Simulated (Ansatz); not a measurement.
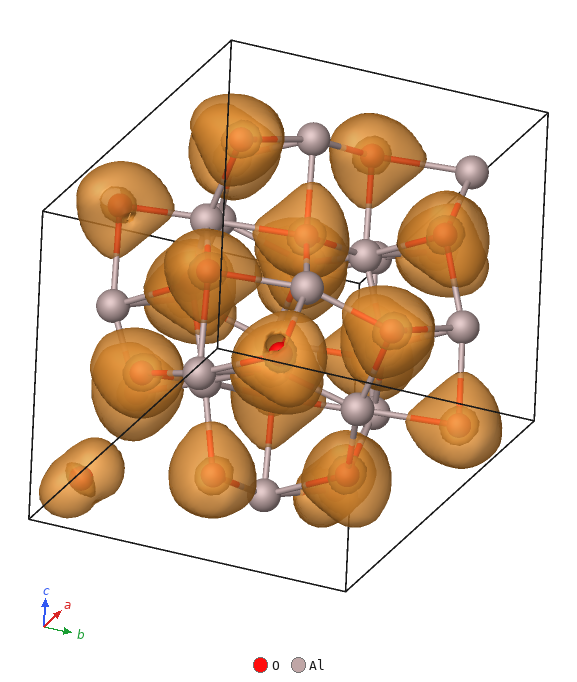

Figure 1: Al3O5 (cell with a defect). Isosurface of the ELF at 0.7 (orange), seen at an oblique angle. Only the valence region is drawn (cores and ρ < 0.01 e/Å³ removed). Sticks mark near contacts.

Spin-polarised.

Theory: DFT PBEsol, scalar-relativistic, plane waves, PAW in Ansatz 0.2.0.

In a PAW calculation such maps are meaningful between the atoms, not at the nuclei.

Input file:

```
crystal:
  lattice:
    - [-4.7738611789, -2.7561900367, 4.3382851438]
    - [4.7738611789, -2.7561900367, 4.3382851438]
    - [0.0, 5.5123800734, 4.3382851438]
  atoms:
    - { symbol: O, position: [0.1479209717, 0.1479209717, 0.1479209717], spin: 0.143 }
    - { symbol: Al, position: [0.6479209717, 0.6479209717, 0.1479209717] }
    - { symbol: Al, position: [0.6479209717, 0.1479209717, 0.6479209717] }
    - { symbol: Al, position: [0.1479209717, 0.6479209717, 0.6479209717] }
    - { symbol: Al, position: [0.3520790283, 0.3520790283, 0.3520790283] }
    - { symbol: Al, position: [0.8520790283, 0.8520790283, 0.3520790283] }
    - { symbol: Al, position: [0.8520790283, 0.3520790283, 0.8520790283] }
    - { symbol: Al, position: [0.3520790283, 0.8520790283, 0.8520790283] }
    - { symbol: Al, position: [0.6479209717, 0.6479209717, 0.6479209717] }
    - { symbol: Al, position: [0.1479209717, 0.1479209717, 0.6479209717] }
    - { symbol: Al, position: [0.1479209717, 0.6479209717, 0.1479209717] }
    - { symbol: Al, position: [0.6479209717, 0.1479209717, 0.1479209717] }
    - { symbol: Al, position: [0.8520790283, 0.8520790283, 0.8520790283] }
    - { symbol: Al, position: [0.3520790283, 0.3520790283, 0.8520790283] }
    - { symbol: Al, position: [0.3520790283, 0.8520790283, 0.3520790283] }
    - { symbol: Al, position: [0.8520790283, 0.3520790283, 0.3520790283] }
    - { symbol: O, position: [0.4029299272, 0.5970700728, 0.75] }
    - { symbol: O, position: [0.9029299272, 0.0970700728, 0.75] }
    - { symbol: O, position: [0.9029299272, 0.5970700728, 0.25] }
    - { symbol: O, position: [0.4029299272, 0.0970700728, 0.25], spin: 0.143 }
    - { symbol: O, position: [0.4029299272, 0.25, 0.5970700728] }
    - { symbol: O, position: [0.9029299272, 0.75, 0.5970700728] }
    - { symbol: O, position: [0.9029299272, 0.25, 0.0970700728], spin: 0.143 }
    - { symbol: O, position: [0.4029299272, 0.75, 0.0970700728] }
    - { symbol: O, position: [0.5970700728, 0.75, 0.4029299272] }
    - { symbol: O, position: [0.0970700728, 0.25, 0.4029299272], spin: 0.143 }
    - { symbol: O, position: [0.0970700728, 0.75, 0.9029299272] }
    - { symbol: O, position: [0.5970700728, 0.25, 0.9029299272] }
    - { symbol: O, position: [0.75, 0.4029299272, 0.5970700728] }
    - { symbol: O, position: [0.25, 0.9029299272, 0.5970700728] }
    - { symbol: O, position: [0.25, 0.4029299272, 0.0970700728], spin: 0.143 }
    - { symbol: O, position: [0.75, 0.9029299272, 0.0970700728] }
    - { symbol: O, position: [0.25, 0.5970700728, 0.4029299272] }
    - { symbol: O, position: [0.75, 0.0970700728, 0.4029299272] }
    - { symbol: O, position: [0.75, 0.5970700728, 0.9029299272] }
    - { symbol: O, position: [0.25, 0.0970700728, 0.9029299272], spin: 0.143 }
    - { symbol: O, position: [0.5970700728, 0.4029299272, 0.25] }
    - { symbol: O, position: [0.0970700728, 0.9029299272, 0.25], spin: 0.143 }
    - { symbol: O, position: [0.0970700728, 0.4029299272, 0.75] }
    - { symbol: O, position: [0.5970700728, 0.9029299272, 0.75] }
  host:
    lattice:
      - [2.3869305895, 1.3780950184, 4.3382851438]
      - [-2.3869305895, 1.3780950184, 4.3382851438]
      - [0.0, -2.7561900367, 4.3382851438]
    atoms:
      - { symbol: Al, position: [0.1479209717, 0.1479209717, 0.1479209717] }
      - { symbol: Al, position: [0.3520790283, 0.3520790283, 0.3520790283] }
      - { symbol: Al, position: [0.6479209717, 0.6479209717, 0.6479209717] }
      - { symbol: Al, position: [0.8520790283, 0.8520790283, 0.8520790283] }
      - { symbol: O, position: [0.9441401456, 0.5558598544, 0.25] }
      - { symbol: O, position: [0.4441401456, 0.75, 0.0558598544] }
      - { symbol: O, position: [0.5558598544, 0.25, 0.9441401456] }
      - { symbol: O, position: [0.25, 0.9441401456, 0.5558598544] }
      - { symbol: O, position: [0.75, 0.0558598544, 0.4441401456] }
      - { symbol: O, position: [0.0558598544, 0.4441401456, 0.75] }
basis:
  ecutwfc: 420
  xc_grid: 2
kpoints:
  mp_grid: { grid: [2, 2, 2], shift: [0.5, 0.5, 0.5] }
hamiltonian:
  xc: pbesol
scf:
  occupations: { method: gaussian, width: 0.01 }
output:
  forces: true
  stress: false
  eigenvalues: true
  populations: true
  charged_corrections:
    defect_position: [0.14792097, 0.14792097, 0.14792097]
    epsilon: [[9.717, 0.0, 0.0], [0.0, 9.717, 0.0], [0.0, 0.0, 11.8055]]
  write_density: true
  write_potential: true
  elf: true
  volumetric_format: npy
magnetization:
  spin_polarized: true
relax:
  adjacent_minimum: "off"
  f_tol: 0.025
  max_steps: 45
```

Launched as:

```sh
ansatz run input.yaml --threads 4 --pin off --max-ram 10240MiB --backend cpu --events-out ev --progress --plain --runs-dir out
```

The fields are those of the run's last geometry, not of the input's.

Describe the localisation domains.

Answer. At this value the surface marks out 24 regions on O in which the atom's valence shell and bonds are merged and one region wrapped around O (its valence shell), counted in one cell of 40 atoms. Regions shared between cells count once. Profiles from the grid: Al–O (1.77 Å): the ELF peaks at about 0.85 in the valence shell of O, 0.7 Å from its nucleus, and is about 0.85 at the midpoint. Al–O (1.84 Å): the ELF peaks at about 0.85 in the valence shell of O, 0.7 Å from its nucleus, and is about 0.80 at the midpoint.
